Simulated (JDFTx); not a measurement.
Run report: I, geometry relaxation (part 1 of 3)

I (Fmmm, 1 atom in the cell), computed with Kohn-Sham DFT of a periodic cell, r2SCAN, SG15-PBE-1.2, no spin polarisation (JDFTx 1.7.0 (patched build)).

The structure derives from a Materials Project entry.

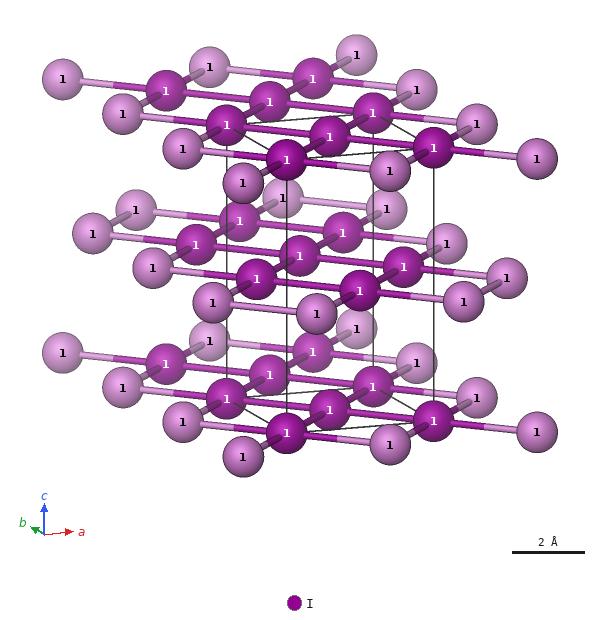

*The structure as given in the input (ball-and-stick view of the cell 4 times as large as that of the calculation, set on its symmetry axes, repeated 1 × 2 × 1, seen slightly off an axis; neighbours outside the cell are drawn fainter; atoms are numbered from 1 in the order of the input). An atom can appear more than once, as a periodic image.*

Near neighbours in the periodic cell (some may lie outside the picture): I has 4 I at 3.23 Å.

### Input
```
lattice \
    0.0000000000     4.1427435300     4.1427435300 \
    4.4703369572     0.0000000000     4.4703369572 \
    7.3885270413     7.3885270413     0.0000000000
coords-type Lattice
ion I      0.0000000000     0.0000000000     0.0000000000 1

ion-species pseudo/I.upf
elec-cutoff 40
elec-ex-corr mgga-x-r2scan mgga-c-r2scan
kpoint-folding 3 3 3
elec-smearing Fermi 0.0018374661
elec-n-bands 14
electronic-SCF nIterations 100 energyDiffThreshold 1e-09
electronic-minimize nIterations 30 energyDiffThreshold 1e-7
forces-output-coords Cartesian
lattice-minimize nIterations 40 energyDiffThreshold 1e-6

dump-name run.$VAR
dump End Ecomponents EigStats BandEigs Kpoints Forces Stress ElecDensity KEdensity
```

Run on 1 thread of AMD EPYC (Zen 5), 32 GiB of memory available, shared host.

Launch command:
```bash
jdftx -c 1 -i I.in -o I.out
```

### The program's output
```
*************** JDFTx 1.7.0 (patched build) ***************

Input parsed successfully to the following command list (including defaults):
[... the input with its defaults ...]

---------- Setting up symmetries ----------

Non-trivial transmission matrix:
[   1   0   0  ]
[  -1   1   0  ]
[   0   0   1  ]
with reduced lattice vectors:
[     -4.142744      4.142744      4.142744  ]
[      4.470337      0.000000      4.470337  ]
[      0.000000      7.388527      0.000000  ]

Found 8 point-group symmetries of the bravais lattice
Found 8 space-group symmetries with basis
Applied RMS atom displacement 0 bohrs to make symmetries exact.

---------- Initializing the Grid ----------
R =
[            0      4.14274      4.14274  ]
[      4.47034            0      4.47034  ]
[      7.38853      7.38853            0  ]
unit cell volume = 273.663
G =
[  -0.758336   0.702764   0.425199  ]
[   0.758336  -0.702764   0.425199  ]
[   0.758336   0.702764  -0.425199  ]
Minimum fftbox size, Smin = [  52  52  36  ]
Chosen fftbox size, S = [  54  54  54  ]

---------- Exchange Correlation functional ----------
Initialized LibXC exchange functional 'Re-regularized SCAN exchange by Furness et al'
Initialized LibXC correlation functional 'Re-regularized SCAN correlation by Furness et al'

---------- Setting up pseudopotentials ----------
Width of ionic core gaussian charges (only for fluid interactions / plotting) set to 0

Reading pseudopotential file 'pseudo/I.upf':
  'I' pseudopotential, 'PBE' functional
  Generated using ONCVPSP code by D. R. Hamann
  17 valence electrons, 0 orbitals, 6 projectors, 602 radial grid points, with lMax = 2
  Core radius for overlap checks: 2.82 bohrs.

Initialized 1 species with 1 total atoms.

Folded 1 k-points by 3x3x3 to 27 k-points.

---------- Setting up k-points, bands, fillings ----------
Reduced to 8 k-points under symmetry.
Computing the number of bands and number of electrons
Calculating initial fillings.
nElectrons:  17.000000   nBands: 14   nStates: 8

----- Setting up reduced wavefunction bases (one per k-point) -----
average nbasis = 3306.926 , ideal nbasis = 3306.741

---------- Setting up ewald sum ----------
Optimum gaussian width for ewald sums = 2.614105 bohr.
Real space sum over 2197 unit cells with max indices [  6  6  6  ]
Reciprocal space sum over 1859 terms with max indices [  6  6  5  ]

---------- Allocating electronic variables ----------
Initializing wave functions:  (No orbitals for LCAO)  bandwidth-limited random numbers

--------- Lattice Minimization ---------

Setting the auxilliary hamiltonian equal to the subspace hamiltonian.

-------- Electronic minimization -----------
Will mix electronic and kinetic density at each iteration.
	FillingsUpdate:  mu: +1.171560823  nElectrons: 17.000000
	FillingsUpdate:  mu: -2.055440910  nElectrons: 17.000000
SCF: Cycle:  0   F: -86.646207664777890   dF: -3.197e+01   |Residual|: 4.920e+00   |deigs|: 2.332e+00
	FillingsUpdate:  mu: -1.353614112  nElectrons: 17.000000
SCF: Cycle:  1   F: -93.716791909858387   dF: -7.071e+00   |Residual|: 8.414e+00   |deigs|: 5.768e-01
	FillingsUpdate:  mu: -1.924095300  nElectrons: 17.000000
SCF: Cycle:  2   F: -91.463005594277476   dF: +2.254e+00   |Residual|: 1.389e+01   |deigs|: 7.367e-01
	FillingsUpdate:  mu: +0.033845518  nElectrons: 17.000000
SCF: Cycle:  3   F: -92.026313513330081   dF: -5.633e-01   |Residual|: 4.894e+00   |deigs|: 2.204e+00
	FillingsUpdate:  mu: +0.179579889  nElectrons: 17.000000
SCF: Cycle:  4   F: -98.801727235428373   dF: -6.775e+00   |Residual|: 4.171e+00   |deigs|: 2.135e-01
	FillingsUpdate:  mu: +0.367337397  nElectrons: 17.000000
SCF: Cycle:  5   F: -98.940949764513348   dF: -1.392e-01   |Residual|: 2.266e+00   |deigs|: 2.826e-01
	FillingsUpdate:  mu: -1.548308974  nElectrons: 17.000000
SCF: Cycle:  6   F: +38.617847472674562   dF: +1.376e+02   |Residual|: 4.412e+01   |deigs|: 1.376e+01
	FillingsUpdate:  mu: +0.435835787  nElectrons: 17.000000
SCF: Cycle:  7   F: -98.572216924823266   dF: -1.372e+02   |Residual|: 2.312e+00   |deigs|: 1.359e+01
	FillingsUpdate:  mu: -1.466753024  nElectrons: 17.000000
SCF: Cycle:  8   F: +144.416476568763159   dF: +2.430e+02   |Residual|: 7.109e+01   |deigs|: 4.723e+01
	FillingsUpdate:  mu: +0.606300728  nElectrons: 17.000000
SCF: Cycle:  9   F: -97.675443136405036   dF: -2.421e+02   |Residual|: 1.210e+00   |deigs|: 4.729e+01
	FillingsUpdate:  mu: -1.456135977  nElectrons: 17.000000
SCF: Cycle: 10   F: -4.032291394932562   dF: +9.364e+01   |Residual|: 3.234e+01   |deigs|: 5.244e+00
	FillingsUpdate:  mu: +0.228410670  nElectrons: 17.000000
SCF: Cycle: 11   F: -96.622843175921460   dF: -9.259e+01   |Residual|: 1.211e+00   |deigs|: 5.237e+00
	FillingsUpdate:  mu: +0.290422683  nElectrons: 17.000000
SCF: Cycle: 12   F: -98.841257641950293   dF: -2.218e+00   |Residual|: 5.238e-01   |deigs|: 8.848e-02
	FillingsUpdate:  mu: +0.287317840  nElectrons: 17.000000
SCF: Cycle: 13   F: -98.968891298924632   dF: -1.276e-01   |Residual|: 3.185e-01   |deigs|: 2.488e-02
	FillingsUpdate:  mu: -1.337143942  nElectrons: 17.000000
SCF: Cycle: 14   F: +135.987057679211773   dF: +2.350e+02   |Residual|: 9.174e+01   |deigs|: 8.977e+01
	FillingsUpdate:  mu: +0.590721964  nElectrons: 17.000000
SCF: Cycle: 15   F: -98.611599667992067   dF: -2.346e+02   |Residual|: 2.297e-01   |deigs|: 8.979e+01
	FillingsUpdate:  mu: -1.337835333  nElectrons: 17.000000
SCF: Cycle: 16   F: +11.425636147619027   dF: +1.100e+02   |Residual|: 4.989e+01   |deigs|: 1.483e+01
	FillingsUpdate:  mu: +0.293666408  nElectrons: 17.000000
SCF: Cycle: 17   F: -98.977041476279908   dF: -1.104e+02   |Residual|: 1.051e-01   |deigs|: 1.481e+01
	FillingsUpdate:  mu: +0.288751120  nElectrons: 17.000000
SCF: Cycle: 18   F: -98.986704780881894   dF: -9.663e-03   |Residual|: 8.378e-02   |deigs|: 5.680e-02
	FillingsUpdate:  mu: +0.284256107  nElectrons: 17.000000
SCF: Cycle: 19   F: -98.988019420496315   dF: -1.315e-03   |Residual|: 7.259e-02   |deigs|: 2.039e-02
	FillingsUpdate:  mu: +0.249052869  nElectrons: 17.000000
SCF: Cycle: 20   F: -97.892679937140301   dF: +1.095e+00   |Residual|: 6.391e-01   |deigs|: 6.038e-02
	FillingsUpdate:  mu: +0.279930021  nElectrons: 17.000000
SCF: Cycle: 21   F: -98.988220395978146   dF: -1.096e+00   |Residual|: 6.602e-02   |deigs|: 5.671e-02
	FillingsUpdate:  mu: +0.276140393  nElectrons: 17.000000
SCF: Cycle: 22   F: -98.989188313443606   dF: -9.679e-04   |Residual|: 6.261e-02   |deigs|: 7.182e-03
	FillingsUpdate:  mu: +0.275217395  nElectrons: 17.000000
SCF: Cycle: 23   F: -98.989267542882928   dF: -7.923e-05   |Residual|: 6.245e-02   |deigs|: 2.091e-03
	FillingsUpdate:  mu: +0.275193855  nElectrons: 17.000000
SCF: Cycle: 24   F: -98.989248616639770   dF: +1.893e-05   |Residual|: 6.248e-02   |deigs|: 6.619e-04
	FillingsUpdate:  mu: +0.275362760  nElectrons: 17.000000
SCF: Cycle: 25   F: -98.989263020088728   dF: -1.440e-05   |Residual|: 6.192e-02   |deigs|: 2.419e-04
	FillingsUpdate:  mu: +0.275437318  nElectrons: 17.000000
SCF: Cycle: 26   F: -98.989278643283271   dF: -1.562e-05   |Residual|: 6.159e-02   |deigs|: 1.371e-04
	FillingsUpdate:  mu: +0.276576731  nElectrons: 17.000000
SCF: Cycle: 27   F: -98.989135575978196   dF: +1.431e-04   |Residual|: 5.931e-02   |deigs|: 2.630e-03
	FillingsUpdate:  mu: +0.275806687  nElectrons: 17.000000
SCF: Cycle: 28   F: -98.988954743099825   dF: +1.808e-04   |Residual|: 5.875e-02   |deigs|: 9.732e-04
	FillingsUpdate:  mu: +0.275422096  nElectrons: 17.000000
SCF: Cycle: 29   F: -98.988962867192157   dF: -8.124e-06   |Residual|: 5.888e-02   |deigs|: 5.034e-04
	FillingsUpdate:  mu: +0.274844042  nElectrons: 17.000000
SCF: Cycle: 30   F: -98.989153707529510   dF: -1.908e-04   |Residual|: 5.950e-02   |deigs|: 2.882e-04
	FillingsUpdate:  mu: +0.274938720  nElectrons: 17.000000
SCF: Cycle: 31   F: -98.988598655089945   dF: +5.551e-04   |Residual|: 3.990e-02   |deigs|: 1.519e-03
	FillingsUpdate:  mu: +0.274005412  nElectrons: 17.000000
SCF: Cycle: 32   F: -98.988587650756656   dF: +1.100e-05   |Residual|: 2.849e-02   |deigs|: 1.477e-03
	FillingsUpdate:  mu: +0.275150221  nElectrons: 17.000000
SCF: Cycle: 33   F: -98.988276664000722   dF: +3.110e-04   |Residual|: 2.597e-02   |deigs|: 4.070e-04
	FillingsUpdate:  mu: +0.275119280  nElectrons: 17.000000
SCF: Cycle: 34   F: -98.988448769726403   dF: -1.721e-04   |Residual|: 2.587e-02   |deigs|: 1.530e-04
	FillingsUpdate:  mu: +0.274305970  nElectrons: 17.000000
SCF: Cycle: 35   F: -98.988887152751857   dF: -4.384e-04   |Residual|: 2.813e-02   |deigs|: 6.202e-04
	FillingsUpdate:  mu: +0.274274582  nElectrons: 17.000000
SCF: Cycle: 36   F: -98.988823287690394   dF: +6.387e-05   |Residual|: 2.949e-02   |deigs|: 8.295e-05
	FillingsUpdate:  mu: +0.274170110  nElectrons: 17.000000
SCF: Cycle: 37   F: -98.988757145145613   dF: +6.614e-05   |Residual|: 3.045e-02   |deigs|: 1.211e-04
	FillingsUpdate:  mu: +0.274194528  nElectrons: 17.000000
SCF: Cycle: 38   F: -98.988888264234618   dF: -1.311e-04   |Residual|: 2.926e-02   |deigs|: 1.912e-04
	FillingsUpdate:  mu: +0.274260890  nElectrons: 17.000000
SCF: Cycle: 39   F: -98.988982232067158   dF: -9.397e-05   |Residual|: 2.761e-02   |deigs|: 1.762e-04
	FillingsUpdate:  mu: +0.274484129  nElectrons: 17.000000
SCF: Cycle: 40   F: -98.989226065329888   dF: -2.438e-04   |Residual|: 1.640e-02   |deigs|: 5.648e-04
	FillingsUpdate:  mu: +0.274851164  nElectrons: 17.000000
SCF: Cycle: 41   F: -98.989313567352170   dF: -8.750e-05   |Residual|: 7.231e-03   |deigs|: 3.582e-04
	FillingsUpdate:  mu: +0.275387327  nElectrons: 17.000000
SCF: Cycle: 42   F: -98.989334546257069   dF: -2.098e-05   |Residual|: 1.130e-03   |deigs|: 2.862e-04
	FillingsUpdate:  mu: +0.275531302  nElectrons: 17.000000
SCF: Cycle: 43   F: -98.989334948291130   dF: -4.020e-07   |Residual|: 4.044e-04   |deigs|: 9.862e-05
	FillingsUpdate:  mu: +0.275540028  nElectrons: 17.000000
SCF: Cycle: 44   F: -98.989335003543147   dF: -5.525e-08   |Residual|: 1.869e-04   |deigs|: 2.234e-05
	FillingsUpdate:  mu: +0.275554853  nElectrons: 17.000000
SCF: Cycle: 45   F: -98.989335017354676   dF: -1.381e-08   |Residual|: 6.731e-05   |deigs|: 8.344e-06
	FillingsUpdate:  mu: +0.275557593  nElectrons: 17.000000
SCF: Cycle: 46   F: -98.989335020208202   dF: -2.854e-09   |Residual|: 2.738e-05   |deigs|: 3.508e-06
	FillingsUpdate:  mu: +0.275558562  nElectrons: 17.000000
SCF: Cycle: 47   F: -98.989335020785902   dF: -5.777e-10   |Residual|: 1.032e-05   |deigs|: 2.391e-06
	FillingsUpdate:  mu: +0.275557717  nElectrons: 17.000000
SCF: Cycle: 48   F: -98.989335020953092   dF: -1.672e-10   |Residual|: 3.729e-06   |deigs|: 1.330e-06
SCF: Converged (|Delta E|<1.000000e-09 for 2 iters).

Setting wave functions to eigenvectors of Hamiltonian
# Lattice vectors:
R =
[            0      4.14274      4.14274  ]
[      4.47034            0      4.47034  ]
[      7.38853      7.38853            0  ]
unit cell volume = 273.663

# Strain tensor in Cartesian coordinates:
[            0            0            0  ]
[            0            0            0  ]
[            0            0            0  ]

# Stress tensor in Cartesian coordinates [Eh/a0^3]:
[  6.23547e-05            0            0  ]
[            0  0.000127953            0  ]
[            0            0 -1.11124e-05  ]

# Ionic positions in lattice coordinates:
ion I   0.000000000000000   0.000000000000000   0.000000000000000 1

# Forces in Cartesian coordinates:
force I  -0.000000000000000   0.000000000000000   0.000000000000000 1

# Energy components:
   Eewald =      -62.5273996890927464
       EH =       26.3650121774666957
     Eloc =      -77.2630927234136777
      Enl =      -18.6880388520141736
      Exc =       -9.4771730890537427
       KE =       42.6015923092498880
-------------------------------------
     Etot =      -98.9890998668577424
       TS =        0.0002351540953467
-------------------------------------
        F =      -98.9893350209530922

LatticeMinimize: Iter:   0  F: -98.989335020953092  |grad|_K:  6.018e-03

-------- Electronic minimization -----------
Will mix electronic and kinetic density at each iteration.
	FillingsUpdate:  mu: +0.275557717  nElectrons: 17.000000
	FillingsUpdate:  mu: +0.276609208  nElectrons: 17.000000
SCF: Cycle:  0   F: -98.989363854244630   dF: -5.580e-05   |Residual|: 1.912e-02   |deigs|: 5.675e-06
	FillingsUpdate:  mu: +0.276422599  nElectrons: 17.000000
SCF: Cycle:  1   F: -98.989369033217102   dF: -5.179e-06   |Residual|: 1.031e-02   |deigs|: 6.983e-04
	FillingsUpdate:  mu: +0.276281500  nElectrons: 17.000000
SCF: Cycle:  2   F: -98.989370603545353   dF: -1.570e-06   |Residual|: 1.873e-03   |deigs|: 6.625e-04
	FillingsUpdate:  mu: +0.276377221  nElectrons: 17.000000
SCF: Cycle:  3   F: -98.989370807761262   dF: -2.042e-07   |Residual|: 1.471e-03   |deigs|: 2.810e-04
	FillingsUpdate:  mu: +0.276375478  nElectrons: 17.000000
SCF: Cycle:  4   F: -98.989370856045355   dF: -4.828e-08   |Residual|: 1.704e-04   |deigs|: 6.702e-05
	FillingsUpdate:  mu: +0.276371856  nElectrons: 17.000000
SCF: Cycle:  5   F: -98.989370861782405   dF: -5.737e-09   |Residual|: 9.870e-05   |deigs|: 1.090e-05
	FillingsUpdate:  mu: +0.276371058  nElectrons: 17.000000
SCF: Cycle:  6   F: -98.989370862996566   dF: -1.214e-09   |Residual|: 5.082e-05   |deigs|: 6.023e-06
	FillingsUpdate:  mu: +0.276373442  nElectrons: 17.000000
SCF: Cycle:  7   F: -98.989370863369871   dF: -3.733e-10   |Residual|: 1.454e-05   |deigs|: 4.862e-06
	FillingsUpdate:  mu: +0.276373838  nElectrons: 17.000000
SCF: Cycle:  8   F: -98.989370863492141   dF: -1.223e-10   |Residual|: 5.267e-06   |deigs|: 1.512e-06
SCF: Converged (|Delta E|<1.000000e-09 for 2 iters).

Setting wave functions to eigenvectors of Hamiltonian
LatticeMinimize: 	Wolfe criterion not satisfied: alpha: 1  (E-E0)/|gdotd0|: -0.98969  gdotd/gdotd0: 0.977697 (taking cubic step)

-------- Electronic minimization -----------
Will mix electronic and kinetic density at each iteration.
	FillingsUpdate:  mu: +0.276373838  nElectrons: 17.000000
	FillingsUpdate:  mu: +0.278482821  nElectrons: 17.000000
SCF: Cycle:  0   F: -98.989412158102866   dF: -2.236e-04   |Residual|: 3.824e-02   |deigs|: 1.610e-05
	FillingsUpdate:  mu: +0.278109814  nElectrons: 17.000000
SCF: Cycle:  1   F: -98.989432794987550   dF: -2.064e-05   |Residual|: 2.066e-02   |deigs|: 1.394e-03
	FillingsUpdate:  mu: +0.277826642  nElectrons: 17.000000
[... 6 further cycles ...]
SCF: Cycle:  8   F: -98.989440122793141   dF: -5.017e-10   |Residual|: 1.069e-05   |deigs|: 2.524e-06
	FillingsUpdate:  mu: +0.278011432  nElectrons: 17.000000
SCF: Cycle:  9   F: -98.989440122865204   dF: -7.206e-11   |Residual|: 2.431e-06   |deigs|: 1.603e-06
SCF: Converged (|Delta E|<1.000000e-09 for 2 iters).

Setting wave functions to eigenvectors of Hamiltonian
LatticeMinimize: 	Wolfe criterion not satisfied: alpha: 3  (E-E0)/|gdotd0|: -2.90209  gdotd/gdotd0: 0.93236 (taking cubic step)

-------- Electronic minimization -----------
Will mix electronic and kinetic density at each iteration.
	FillingsUpdate:  mu: +0.278011432  nElectrons: 17.000000
	FillingsUpdate:  mu: +0.282248597  nElectrons: 17.000000
SCF: Cycle:  0   F: -98.989457182294160   dF: -8.971e-04   |Residual|: 7.664e-02   |deigs|: 6.410e-05
	FillingsUpdate:  mu: +0.281501408  nElectrons: 17.000000
SCF: Cycle:  1   F: -98.989541212560496   dF: -8.403e-05   |Residual|: 4.127e-02   |deigs|: 2.782e-03
	FillingsUpdate:  mu: +0.280921968  nElectrons: 17.000000
[... 6 further cycles ...]
SCF: Cycle:  8   F: -98.989568776859628   dF: -5.646e-10   |Residual|: 1.851e-05   |deigs|: 4.548e-06
	FillingsUpdate:  mu: +0.281301979  nElectrons: 17.000000
SCF: Cycle:  9   F: -98.989568776912861   dF: -5.323e-11   |Residual|: 2.371e-06   |deigs|: 2.011e-06
SCF: Converged (|Delta E|<1.000000e-09 for 2 iters).

Setting wave functions to eigenvectors of Hamiltonian
# Lattice vectors:
R =
[            0      4.13101      4.13101  ]
[      4.44438            0      4.44438  ]
[      7.39226      7.39226            0  ]
unit cell volume = 271.441

# Strain tensor in Cartesian coordinates:
[  -0.00283153            0            0  ]
[            0  -0.00580538            0  ]
[            0            0  0.000505098  ]

# Stress tensor in Cartesian coordinates [Eh/a0^3]:
[  4.93039e-05            0            0  ]
[            0  0.000109993            0  ]
[            0            0 -1.09161e-05  ]

# Ionic positions in lattice coordinates:
ion I   0.000000000000000   0.000000000000000   0.000000000000000 1

# Forces in Cartesian coordinates:
force I  -0.000000000000000   0.000000000000000   0.000000000000000 1

# Energy components:
   Eewald =      -62.6471713978924001
       EH =       26.3079163403433860
     Eloc =      -77.0891823260185021
      Enl =      -18.6869400551108420
      Exc =       -9.4795708458320664
       KE =       42.6056162411526032
-------------------------------------
     Etot =      -98.9893320433578197
       TS =        0.0002367335550379
-------------------------------------
        F =      -98.9895687769128614

LatticeMinimize: Iter:   1  F: -98.989568776912861  |grad|_K:  5.060e-03  alpha:  7.000e+00  linmin: -9.994e-01

-------- Electronic minimization -----------
Will mix electronic and kinetic density at each iteration.
	FillingsUpdate:  mu: +0.281301979  nElectrons: 17.000000
	FillingsUpdate:  mu: +0.319303278  nElectrons: 17.000000
SCF: Cycle:  0   F: -98.981556547961461   dF: -7.213e-02   |Residual|: 6.791e-01   |deigs|: 4.963e-03
	FillingsUpdate:  mu: +0.312114866  nElectrons: 17.000000
SCF: Cycle:  1   F: -98.988088175425091   dF: -6.532e-03   |Residual|: 3.637e-01   |deigs|: 2.329e-02
	FillingsUpdate:  mu: +0.307390460  nElectrons: 17.000000
[... 9 further cycles ...]
SCF: Cycle: 11   F: -98.990087678503372   dF: -1.978e-10   |Residual|: 6.348e-06   |deigs|: 2.264e-06
	FillingsUpdate:  mu: +0.310366529  nElectrons: 17.000000
SCF: Cycle: 12   F: -98.990087678589333   dF: -8.596e-11   |Residual|: 2.064e-06   |deigs|: 1.392e-06
SCF: Converged (|Delta E|<1.000000e-09 for 2 iters).

Setting wave functions to eigenvectors of Hamiltonian
# Lattice vectors:
R =
[            0      4.07714      4.07714  ]
[       4.3134            0       4.3134  ]
[      7.41428      7.41428            0  ]
unit cell volume = 260.78

# Strain tensor in Cartesian coordinates:
[   -0.0158353            0            0  ]
[            0   -0.0351071            0  ]
[            0            0   0.00348566  ]

# Stress tensor in Cartesian coordinates [Eh/a0^3]:
[ -3.07613e-05            0            0  ]
[            0  2.50532e-06            0  ]
[            0            0 -9.57575e-06  ]

# Ionic positions in lattice coordinates:
ion I   0.000000000000000   0.000000000000000   0.000000000000000 1
```
